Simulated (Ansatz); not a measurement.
**What a change does: single-point calculation on Mg$_{2}$Ge**

System: Mg$_{2}$Ge (Fm-3m, 3 atoms in the cell).
Method of run A: DFT PBEsol, scalar-relativistic, plane waves, PAW, no spin polarisation (Ansatz 0.2.0).

The structure derives from an entry of the Crystallography Open Database. Text and figures count atoms from 1; the logs count them from 0 in places.

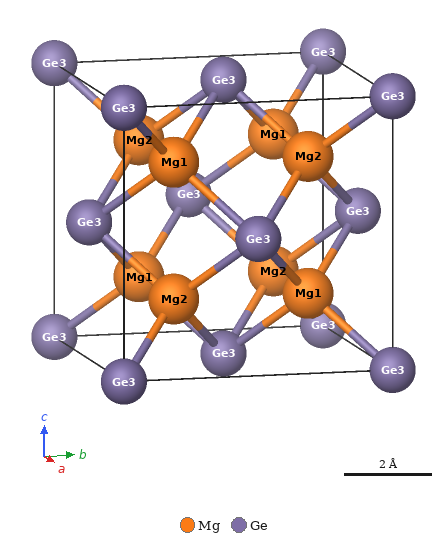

Figure 1. The structure (ball-and-stick view of the cell 4 times as large as that of the calculation, set on its symmetry axes, seen slightly off an axis; atoms are numbered from 1 in the order of the input). An atom can appear more than once, as a periodic image. Near neighbours in the periodic cell (some may lie outside the picture): Mg has 4 Ge at 2.77 Å; Ge has 8 Mg at 2.77 Å.

**The input, run A**
```yaml
crystal:
  lattice:
    - [0.0, 3.1995947622, 3.1995947622]
    - [3.1995947622, 0.0, 3.1995947622]
    - [3.1995947622, 3.1995947622, 0.0]
  atoms:
    - { symbol: Mg, position: [0.25, 0.25, 0.25] }
    - { symbol: Mg, position: [0.75, 0.75, 0.75] }
    - { symbol: Ge, position: [0.0, 0.0, 0.0] }
basis:
  ecutwfc: 420
  ecutrho_ratio: 4
kpoints:
  mp_grid: { grid: [10, 10, 10] }
hamiltonian:
  xc: pbesol
scf:
  occupations: { method: gaussian, width: 0.05 }
output:
  forces: true
  stress: true
  eigenvalues: true
```

Command:
```bash
ansatz run input.yaml --threads 8 --pin off --max-ram 15360MiB --backend cpu --events-out ev --progress --plain --runs-dir out
```

Hardware: 8 threads of Arm Neoverse V2, 24 GiB of memory available, shared host.

**Output, shortened to warnings, some set-up lines, iterations and results (run A)**
```
Basis set: ecut = 420 eV, 1243 PW (Γ), exchange–correlation on 64×64×64 points (8 copies of the dense FFT grid, shifted against one another)
Symmetry: 48 space group operations
k-points: 47 of 1000
Initial density: superposition of atomic densities (neutral atoms: chi_scale 0, normalization atom), corrected by the library's trained network
[...]
SCF iter   1: F=—  HF=-8078.463336 eV  |F-HF|=—  |Δ(HF+E_count)|=         —  Δρ=5.36e-3  dr2=4.32e-2  ethr=1.77e-3  ⟨swp⟩=6.0  Hψ=4337  notcnv=0
SCF iter   2: F=—  HF=-8078.450975 eV  |F-HF|=—  |Δ(HF+E_count)|=   1.24e-2  Δρ=1.79e-3  dr2=2.00e-3  ethr=1.27e-4  ⟨swp⟩=2.0  Hψ=1722  notcnv=0
SCF iter   3: F=—  HF=-8078.450573 eV  |F-HF|=—  |Δ(HF+E_count)|=   4.02e-4  Δρ=9.45e-4  dr2=4.59e-4  ethr=5.88e-6  ⟨swp⟩=2.0  Hψ=1409  notcnv=0
SCF iter   4: F=—  HF=-8078.450583 eV  |F-HF|=—  |Δ(HF+E_count)|=   9.31e-6  Δρ=1.82e-4  dr2=2.06e-5  ethr=1.35e-6  ⟨swp⟩=2.0  Hψ=1405  notcnv=0
SCF iter   5: F=—  HF=-8078.450578 eV  |F-HF|=—  |Δ(HF+E_count)|=   4.76e-6  Δρ=3.03e-5  dr2=2.75e-7  ethr=6.07e-8  ⟨swp⟩=2.0  Hψ=1380  notcnv=0
SCF iter   6: F=-8078.450578 eV  HF=-8078.450578 eV  |F-HF|=4.48e-9  |Δ(HF+E_count)|=   9.50e-8  Δρ=4.76e-6  dr2=8.95e-9  ethr=2.94e-10  ⟨swp⟩=5.0  Hψ=4014  notcnv=0
SCF 1 converged in 6 iterations: F = -8078.450578 eV  dr2 = 8.95e-9
SCF converged after 6 iterations
Free energy (F): -8078.450578 eV
Harris-Foulkes:  -8078.450578 eV  (|F-HF|=4.48e-9)
Internal energy: -8078.450510 eV  (E = F + TS)
E sigma→0 (E₀):  -8078.450544 eV
Entropy (-TS):   -0.000068 eV (-0.023 meV/atom)
Fermi energy:    6.794145 eV
--- Per-component energies (eV) ---
  E_band       = -854.010577
  E_kinetic    = 263.273165
  E_local      = -5752.317442  (includes V_loc(G=0)·N_el)
  E_nonlocal   = 612.217606
  E_hartree    = 2264.834451
  E_xc         = -132.520729
  E_vxc        = -139.412026  (∫ρ·V_xc dr)
  E_paw        = -2541.722982  (= ΣΔE_a)
  E_vpaw       = -367.443880  (= ΣTr[D̂ρ^β])
  E_aug_tail   = 0.000343  (compensation charges beyond the density's cutoff)
  E_ewald      = -2793.250581
  E_core_change = 1.035661  (= ΣΔE_core)
  E_smearing   = -0.000068  (= −TS)
  E_closure    = 0.000000  (closes the sum)
  Σ components = -8078.450578   (vs F -8078.450578, Δ=0.00e0)
--- Forces (eV/Å), atoms counted from 1 ---
  atom   1  Mg    -0.00000000    -0.00000000    -0.00000000
  atom   2  Mg    -0.00000000     0.00000000    -0.00000000
  atom   3  Ge    -0.00000000     0.00000000     0.00000000
  max |Σ_I F_I| component: 1.02e-16 eV/Å
--- Stress (GPa, compression-positive) ---
       -0.833700      -0.000000      -0.000000
       -0.000000      -0.833700       0.000000
        0.000000       0.000000      -0.833700
  P = ⅓ Tr σ = -0.8337 GPa (-8.337 kbar)
```

The input of run B differs as follows (lines with − go, lines with + come):
```diff
-    - [0.0, 3.1995947622, 3.1995947622]
-    - [3.1995947622, 0.0, 3.1995947622]
-    - [3.1995947622, 3.1995947622, 0.0]
+    - [0.0, 3.1821625136, 3.1821625136]
+    - [3.1821625136, 0.0, 3.1821625136]
+    - [3.1821625136, 3.1821625136, 0.0]
```

Predict how the results change.

With the same functional and potentials, run B lies 0.9 meV per atom lower. The pressure goes from −0.83 to 0.00 GPa. The volume per atom goes from 21.84 to 21.48 Å³. The cell is scaled evenly with the atoms at fixed fractional positions, so −ΔP/Δ ln V estimates the bulk modulus midway between the two volumes: about 51 GPa. The SCF takes 8 iterations against 6.

**Output, shortened to warnings, some set-up lines, iterations and results (run B)**
```
Basis set: ecut = 420 eV, 1243 PW (Γ), exchange–correlation on 64×64×64 points (8 copies of the dense FFT grid, shifted against one another)
Symmetry: 48 space group operations
k-points: 47 of 1000
Initial density: superposition of atomic densities (neutral atoms: chi_scale 0, normalization atom), corrected by the library's trained network
[...]
SCF iter   1: F=—  HF=-8078.466277 eV  |F-HF|=—  |Δ(HF+E_count)|=         —  Δρ=5.48e-3  dr2=4.35e-2  ethr=1.77e-3  ⟨swp⟩=6.0  Hψ=4363  notcnv=0
SCF iter   2: F=—  HF=-8078.458085 eV  |F-HF|=—  |Δ(HF+E_count)|=   8.19e-3  Δρ=3.55e-3  dr2=1.99e-2  ethr=1.28e-4  ⟨swp⟩=1.2  Hψ=1379  notcnv=0
SCF iter   3: F=—  HF=-8078.453606 eV  |F-HF|=—  |Δ(HF+E_count)|=   4.48e-3  Δρ=1.13e-3  dr2=1.45e-3  ethr=5.85e-5  ⟨swp⟩=2.0  Hψ=1336  notcnv=0
SCF iter   4: F=—  HF=-8078.453252 eV  |F-HF|=—  |Δ(HF+E_count)|=   3.54e-4  Δρ=5.68e-4  dr2=3.69e-4  ethr=4.28e-6  ⟨swp⟩=2.0  Hψ=1410  notcnv=0
SCF iter   5: F=—  HF=-8078.453389 eV  |F-HF|=—  |Δ(HF+E_count)|=   1.36e-4  Δρ=2.22e-4  dr2=6.25e-5  ethr=1.08e-6  ⟨swp⟩=2.0  Hψ=1330  notcnv=0
SCF iter   6: F=—  HF=-8078.453396 eV  |F-HF|=—  |Δ(HF+E_count)|=   7.31e-6  Δρ=6.51e-5  dr2=4.11e-6  ethr=1.84e-7  ⟨swp⟩=2.0  Hψ=1363  notcnv=0
SCF iter   7: F=—  HF=-8078.453395 eV  |F-HF|=—  |Δ(HF+E_count)|=   6.29e-7  Δρ=1.67e-5  dr2=1.93e-7  ethr=1.21e-8  ⟨swp⟩=2.0  Hψ=1417  notcnv=0
SCF iter   8: F=-8078.453395 eV  HF=-8078.453395 eV  |F-HF|=1.35e-8  |Δ(HF+E_count)|=   5.74e-9  Δρ=4.00e-6  dr2=1.14e-8  ethr=2.94e-10  ⟨swp⟩=4.1  Hψ=3249  notcnv=0
SCF 1 converged in 8 iterations: F = -8078.453395 eV  dr2 = 1.14e-8
SCF converged after 8 iterations
Free energy (F): -8078.453395 eV
Harris-Foulkes:  -8078.453395 eV  (|F-HF|=1.35e-8)
Internal energy: -8078.453305 eV  (E = F + TS)
E sigma→0 (E₀):  -8078.453350 eV
Entropy (-TS):   -0.000090 eV (-0.030 meV/atom)
Fermi energy:    6.940402 eV
--- Per-component energies (eV) ---
  E_band       = -848.392022
  E_kinetic    = 263.755577
  E_local      = -5727.688038  (includes V_loc(G=0)·N_el)
  E_nonlocal   = 612.291014
  E_hartree    = 2255.154113
  E_xc         = -132.793148
  E_vxc        = -139.771803  (∫ρ·V_xc dr)
  E_paw        = -2541.656443  (= ΣΔE_a)
  E_vpaw       = -367.294802  (= ΣTr[D̂ρ^β])
  E_aug_tail   = 0.000285  (compensation charges beyond the density's cutoff)
  E_ewald      = -2808.552326
  E_core_change = 1.035661  (= ΣΔE_core)
  E_smearing   = -0.000090  (= −TS)
  E_closure    = 0.000000  (closes the sum)
  Σ components = -8078.453395   (vs F -8078.453395, Δ=0.00e0)
--- Forces (eV/Å), atoms counted from 1 ---
  atom   1  Mg    -0.00000000     0.00000000     0.00000000
  atom   2  Mg    -0.00000000     0.00000000     0.00000000
  atom   3  Ge    -0.00000000     0.00000000    -0.00000000
  max |Σ_I F_I| component: 8.33e-17 eV/Å
--- Stress (GPa, compression-positive) ---
       -0.001329       0.000000      -0.000000
        0.000000      -0.001329      -0.000000
        0.000000      -0.000000      -0.001329
  P = ⅓ Tr σ = -0.0013 GPa (-0.013 kbar)
```

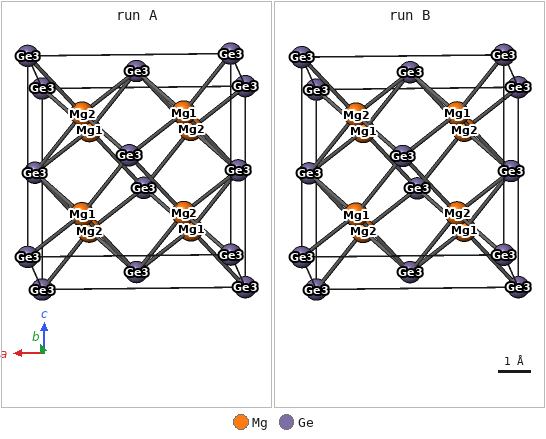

Figure 2. The two input geometries at one scale (ball-and-stick view of the cell 4 times as large as that of the calculation, set on its symmetry axes, seen at an oblique angle). The atoms keep their places relative to the cell (all moves are under 0.005 Å). Cell: a = b = c 6.399 → 6.364 Å (−0.5 %). Volume −1.6 %. Among the contacts that change: Mg1–Ge3 2.771 → 2.756 Å.

**The two runs side by side**

```csv
quantity,run A,run B
outcome,converged,converged
free energy per atom (eV),−2692.8169,−2692.8178
gap on the mesh (eV),0.10,0.08
pressure (GPa),−0.83,0.00
volume per atom (Å³),21.84,21.48
largest force (eV/Å),0.000,0.000
SCF iterations,6,8
irreducible k-points,47,47
plane waves at Γ,1243,1243
wall time (shared host),0.63 s,0.68 s
```
